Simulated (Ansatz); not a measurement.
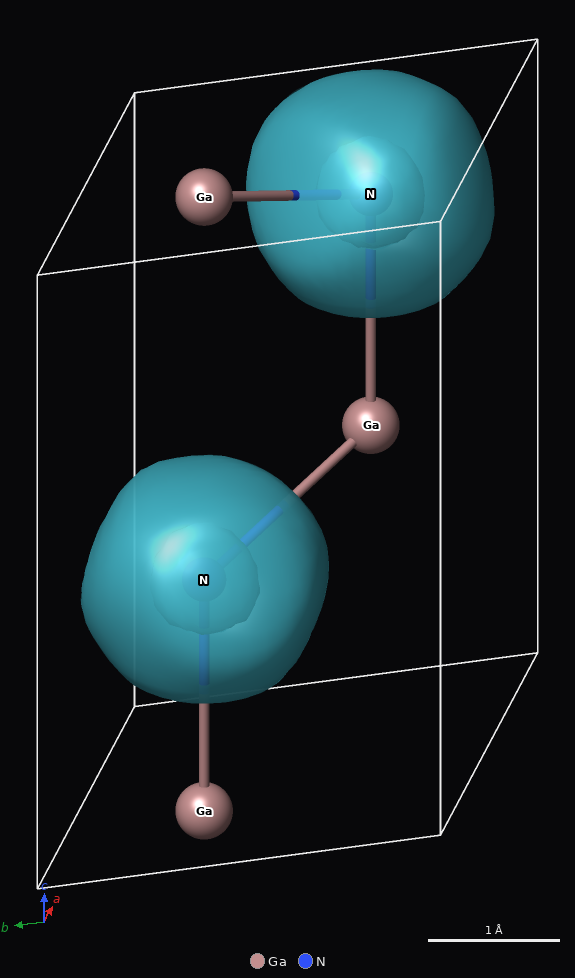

*GaN. Isosurface of the ELF at 0.65 (cyan), seen at an oblique angle. Only the valence region is drawn (cores and ρ < 0.01 e/Å³ removed). Sticks mark near contacts.*

Space group P6₃mc; a structure from a database of computed crystals, not necessarily the ambient phase.

Method: DFT PBE, scalar-relativistic, plane waves, PAW (Ansatz).

In a PAW calculation such maps are meaningful between the atoms, not at the nuclei.

**Identify the bonds, lone pairs and shells in this picture.**

The surface consists of two regions wrapped around N (the valence shell of each), counted in one cell of 4 atoms. Regions shared between cells count once. Along the contacts the grid gives the following. Ga–N (1.97 Å): the ELF peaks at about 0.85 in the valence shell of N, 0.7 Å from its nucleus, and is about 0.45 at the midpoint.

**Does the calculation give a band gap?**

It is gapped, with a Kohn–Sham gap of 1.7 eV on the k-point mesh, an upper bound to the gap of this method.
